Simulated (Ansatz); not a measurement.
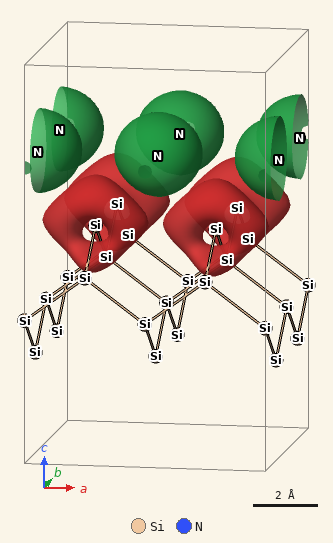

Figure 1: Si4N (slab). Isosurfaces of the spin density at +0.02 (green) and −0.02 e/Å³ (red), seen slightly off an axis. Sticks mark near contacts.

A point of a scan over the structure, not its minimum; not relaxed (largest force 1.3 eV/Å); PAW files of the earlier set (soft_1); spin-polarised.

Level of theory: DFT PBE+D3(BJ), scalar-relativistic, plane waves, PAW (Ansatz).

In a PAW calculation such maps are meaningful between the atoms, not at the nuclei.

```yaml
crystal:
  lattice:
    - [3.83334, 0.00000, 0.00000]
    - [0.00000, 3.83334, 0.00000]
    - [0.00000, 0.00000, 21.10348]
  atoms:
    - { symbol: Si, position: [0.00000, 0.50000, 0.18954] }
    - { symbol: Si, position: [0.00000, 0.00000, 0.25376] }
    - { symbol: Si, position: [0.50000, 0.00000, 0.32071] }
    - { symbol: Si, position: [0.50000, 0.50000, 0.38399] }
    - { symbol: N, position: [0.00000, 0.62500, 0.48824] }
```

Which atoms carry the moments, and with what signs?

Answer. The spin density sits on N: +2.3 μB in one cell of 5 atoms, with smaller moments on other sites: Si (up to −0.16 μB): a single local moment. The cell of the calculation (5 atoms) carries 1.9 μB of net spin moment.
